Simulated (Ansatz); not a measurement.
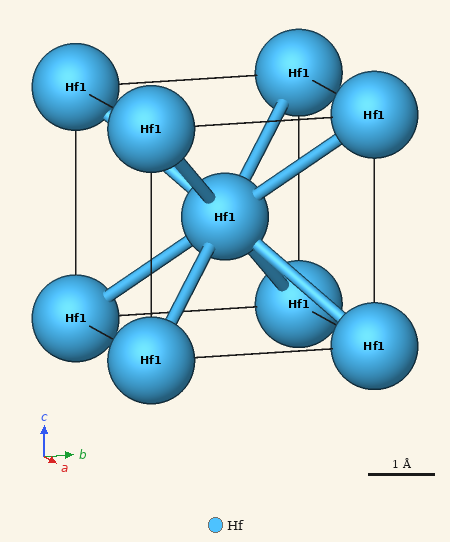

The structure (ball-and-stick view of the cell 2 times as large as that of the calculation, set on its symmetry axes, seen slightly off an axis; atoms are numbered from 1 in the order of the input).

## Run report: Hf, single-point calculation

Hf (Im-3m, 1 atom in the cell), computed with DFT, PBEsol, all-electron LAPW, scalar-relativistic, spin-polarised (Ansatz 0.2.0).

The structure derives from an entry of the Crystallography Open Database. It belongs to a series of runs on one base structure; here: total moment held at 0.6 μB, LAPW. Figures and captions count atoms from 1; the log counts them from 0 in places.

## Input file
```yaml
crystal:
  lattice:
    - [-1.805, 1.805, 1.805]
    - [1.805, -1.805, 1.805]
    - [1.805, 1.805, -1.805]
  atoms:
    - { symbol: Hf, position: [0.0, 0.0, 0.0], spin: 0.6 }
magnetization:
  spin_polarized: true
  initial_magnetization: 0.6
  spin_locking: { lock_magnetization: hard }
kpoints:
  mp_grid: { grid: [13, 13, 13] }
scf:
  occupations: { method: fermi_dirac, width: 0.05 }
  lower_state_search: "off"
hamiltonian:
  xc: pbesol
  pseudopotentials: { kind: all_electron, lapw: { basis_error: 0.001 } }
output:
  forces: true
  stress: true
  eigenvalues: false
```

Command:
```bash
ansatz run input.yaml --threads 1 --pin off --max-ram 3072MiB --backend cpu --events-out ev --progress --plain --runs-dir out
```

## What the program printed
```
settings of this run that can trade accuracy for cost: output.eigenvalues: false. Do not mix this run's numbers with those of runs without the same settings; the input reference describes each key
LAPW: plane waves up to 7.483 Å⁻¹, error target 1.0e-3 eV per atom; small_component_spin mean_spin; Hf in spheres of 1.563 Å, 36 of its electrons in bands, Dirac shells [] (how accurate: hamiltonian.pseudopotentials.lapw.basis_error, Limitations)
Engine: ansatz 0.2.0, aarch64-unknown-linux-gnu
Pseudopotentials: kind: all_electron
Pseudopotential: Hf, LAPW, valence charge 36, lapw/all_electron/scalar/gaussian/Hf, Koelling and Harmon's equation, gaussian nucleus
Functional definition: PBEsol
  exchange = pbesol_x
  correlation = pbesol_c
Crystal: 1 atoms, lattice volume = 23.523 Å³
Basis set: ecut = 213.3244462932382 eV, 177 PW (Γ), exchange–correlation at level 2
Bands: 23, of which v1, the nominal top of the filled ones, is band 18 counted from 1 (17 counted from 0)
Symmetry: 48 space group operations
Space group: Im-3m (ITA 229), of the structure as read, at distance tolerance 2.9e-5 Å
Magnetic group: BNS 229.140 (UNI 1642), of the structure as read, at distance tolerance 2.9e-5 Å
k-points: 84 of 2197
Non-local potential: Hf, projectors of the file, none
Initial density: superposition of atomic densities (chi_scale 0.1, normalization cell)
Starting moments: Σ|m| = 0.6 μB on 1 of 1 site
Initial wavefunctions: plane waves of lowest kinetic energy (no species holds an atomic orbital)
Functional: x = pbesol(κ = 0.804, μ = 0.12345679012345678), c = pbesol(β = 0.046)
iter 1 solved again at ethr=2.33e-4 eV; its pass at ethr=1.00e-1 eV (dr2=8.37e-2 eV) is discarded
SCF iter   1: F=—  HF=-410126.795720 eV  |F-HF|=—  |Δ(HF+E_count)|=         —  Δρ=1.21e-2 (↑1.21e-2 ↓7.98e-3)  dr2=8.41e-2  dr2_m=1.42e-3  M=0.600 μB ∫|m|=0.603 μB  β_m=0.30  ethr=2.33e-4  ⟨swp⟩=2.9  Hψ=24380  notcnv=0
preconditioner: auto → Kerker (q_TF=auto, 2.929 Å⁻¹)  [metal: Δε(μ)=0.025 eV  Ē_g=18.943 eV  σ=0.050 eV  W_gap=0.12  n_scr=12 (ndim 8)  ℏωp=37.5 eV  f_vac=0.000  D(μ)=2.07/eV (n_scr^D=18)]
spin=Collinear: Kerker preconditioning applied to the charge; magnetization (m = ρ↑ − ρ↓) channel mixes plain (no charge-response kernel on spin).
SCF iter   2: F=—  HF=-410126.711867 eV  |F-HF|=—  |Δ(HF+E_count)|=   8.39e-2  Δρ=8.68e-3 (↑8.68e-3 ↓5.87e-3)  dr2=4.73e-2  dr2_m=6.98e-4  M=0.600 μB ∫|m|=0.603 μB  β_m=0.42  ethr=2.33e-4  ⟨swp⟩=2.0  Hψ=11741  notcnv=0
SCF iter   3: F=—  HF=-410126.686932 eV  |F-HF|=—  |Δ(HF+E_count)|=   2.49e-2  Δρ=4.71e-3 (↑4.71e-3 ↓3.60e-3)  dr2=1.80e-2  dr2_m=1.39e-4  M=0.600 μB ∫|m|=0.602 μB  β_m=0.44  ethr=1.31e-4  ⟨swp⟩=2.0  Hψ=11565  notcnv=0
SCF iter   4: F=—  HF=-410126.682146 eV  |F-HF|=—  |Δ(HF+E_count)|=   4.79e-3  Δρ=2.34e-3 (↑2.34e-3 ↓2.17e-3)  dr2=6.28e-3  dr2_m=1.23e-5  M=0.600 μB ∫|m|=0.602 μB  β_m=0.72  ethr=5.01e-5  ⟨swp⟩=2.0  Hψ=11048  notcnv=0
iter 5 solved again at ethr=1.70e-6 eV; its pass at ethr=1.74e-5 eV (dr2=6.14e-4 eV) is discarded
SCF iter   5: F=—  HF=-410126.682733 eV  |F-HF|=—  |Δ(HF+E_count)|=   5.87e-4  Δρ=7.11e-4 (↑6.34e-4 ↓7.11e-4)  dr2=6.13e-4  dr2_m=1.36e-6  M=0.600 μB ∫|m|=0.602 μB  β_m=0.86  ethr=1.70e-6  ⟨swp⟩=2.0  Hψ=18901  notcnv=0
SCF iter   6: F=—  HF=-410126.682792 eV  |F-HF|=—  |Δ(HF+E_count)|=   5.83e-5  Δρ=1.68e-4 (↑1.68e-4 ↓1.61e-4)  dr2=2.04e-5  dr2_m=1.65e-7  M=0.600 μB ∫|m|=0.602 μB  β_m=0.93  ethr=1.70e-6  ⟨swp⟩=2.0  Hψ=11353  notcnv=0
SCF iter   7: F=—  HF=-410126.682792 eV  |F-HF|=—  |Δ(HF+E_count)|=   3.77e-7  Δρ=3.94e-5 (↑3.69e-5 ↓3.94e-5)  dr2=1.08e-6  dr2_m=2.55e-9  M=0.600 μB ∫|m|=0.602 μB  β_m=0.97  ethr=5.67e-8  ⟨swp⟩=2.0  Hψ=11354  notcnv=0
iter 8 did not close the SCF: its close was put off for a magnetic moment that had not settled (scf_convergence_deferred on its scf_iter line)
SCF iter   8: F=-410126.682792 eV  HF=-410126.682792 eV  |F-HF|=2.33e-9  |Δ(HF+E_count)|=   7.57e-9  Δρ=6.27e-6 (↑5.78e-6 ↓6.27e-6)  dr2=2.26e-8  dr2_m=5.26e-10  M=0.600 μB ∫|m|=0.602 μB  β_m=0.98  ethr=3.01e-9  ⟨swp⟩=2.0  Hψ=11354  notcnv=0
SCF iter   9: F=-410126.682792 eV  HF=-410126.682792 eV  |F-HF|=1.75e-10  |Δ(HF+E_count)|=   2.74e-9  Δρ=1.38e-6 (↑1.14e-6 ↓1.38e-6)  dr2=9.22e-10  dr2_m=1.54e-11  M=0.600 μB ∫|m|=0.602 μB  ethr=6.27e-11  ⟨swp⟩=2.2  Hψ=11391  notcnv=0
SCF 1 converged in 9 iterations: F = -410126.682792 eV  dr2 = 9.22e-10
```

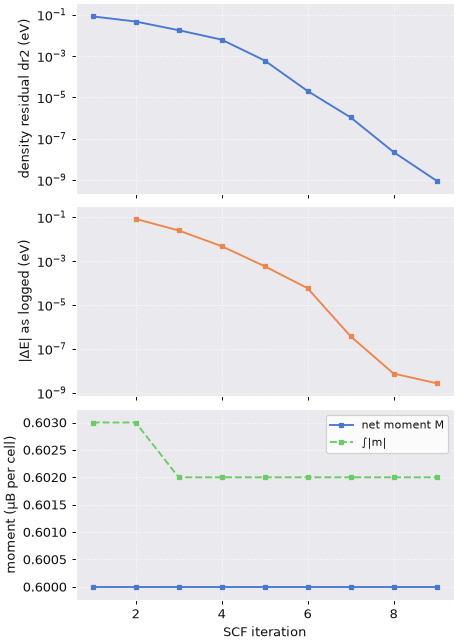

Convergence of the self-consistent field: density residual dr2, size of the energy change and magnetic moment against the SCF iteration. The residual falls at every step. The net moment stays at 0.6 μB per cell.

```
SCF converged after 9 iterations
Stability checked in part: among states of this total moment the steps that led to this state did not find it unstable. No probe was made; neither looks for a lower state of another moment (fixed_total_moment; see scf.lower_state_search)
Magnetization: 0.6000 μB (18.3000 up, 17.7000 down)
Absolute magnetization: 0.6019 μB (∫|ρ↑−ρ↓|)
Spin contamination: 0.0002 ħ² per cell (⟨S²⟩ above its minimum at these occupations)
Per-site moments (μB) at R_I (Å): [(0.4475846659567537, 1.5631758305377688)]
Free energy (F): -410126.682792 eV
Harris-Foulkes:  -410126.682792 eV  (|F-HF|=1.75e-10)
Internal energy: -410126.665307 eV  (E = F + TS)
E sigma→0 (E₀):  -410126.674050 eV
Entropy (-TS):   -0.017485 eV (-17.485 meV/atom)
Fermi energy:    18.651665 (↑ 18.722784, ↓ 18.580547) eV
--- Per-component energies (eV) ---
  E_band       = -1812.062384
  E_kinetic    = 456298.335683
  E_xc         = -8289.925139
  E_electrostatic = -858135.075851  (all electrons and nuclei)
  E_smearing   = -0.017485  (= −TS)
  E_closure    = 0.000000  (closes the sum)
  E_atoms      = -410119.037880  (free atoms, spherical and without spin; not in F)
  Σ components = -410126.682792   (vs F -410126.682792, Δ=0.00e0)
  Basis errors (estimates in eV, not in F): energy 2.4e-4 per atom: plane waves 2.2e-4 (1.2e-4 summed), levels above the bands 5.3e-68, relativity 3.9e-8, radial functions 1.6e-5, core shells 1.9e-7; eigenvalues (radial functions only) 2.2e-6; not estimated: angular momenta, meshes, grids; target (lapw.basis_error) 1.0e-3; muffin-tin radii Hf 1.563 Å
--- Forces (eV/Å), atoms counted from 1 ---
  atom   1  Hf     0.00000000    -0.00000000     0.00000000
  max |Σ_I F_I| component: 3.65e-32 eV/Å
--- Stress (GPa, compression-positive) ---
       -8.326961       0.000000      -0.000000
        0.000000      -8.326961       0.000000
       -0.000000       0.000000      -8.326961
  P = ⅓ Tr σ = -8.3270 GPa (-83.270 kbar)
settings of this run that can trade accuracy for cost: output.eigenvalues: false. Do not mix this run's numbers with those of runs without the same settings; the input reference describes each key
```

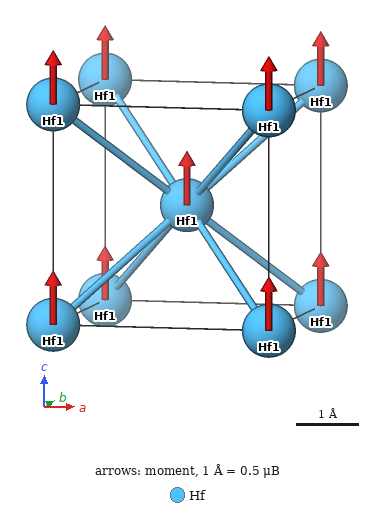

Magnetic moments of the sites as red arrows (ball-and-stick view of the cell 2 times as large as that of the calculation, set on its symmetry axes, seen slightly off an axis; atoms are numbered from 1 in the order of the input); small moments hardly show. The run is collinear, so the axis drawn is arbitrary. Site moments: Hf1 (0.45 μB). They are counted near the atoms and needn't add up to the moment of the cell.

## Results in brief

| quantity | value |
| --- | --- |
| outcome | converged |
| space group (tolerance 0.01 Å) | Im-3m (229) |
| electrons in bands (core shells apart) | 36 |
| free energy | −410126.6828 eV |
| Fermi energy | 18.652 eV |
| net moment of the cell | 0.60 μB |
| integrated absolute moment | 0.60 μB |
| pressure | −8.33 GPa |
| largest force (length of the vector) | under 0.001 eV/Å |
| hardware | 1 thread of Arm Neoverse V1, 24 GiB of memory available, shared host |
| wall time | 23 s |
| peak memory | 0.36 GiB |

## Remarks

Spin–orbit coupling is left out, which matters for Hf. The cell is under a tension of 8.3 GPa at this level, so it is not at its equilibrium volume.
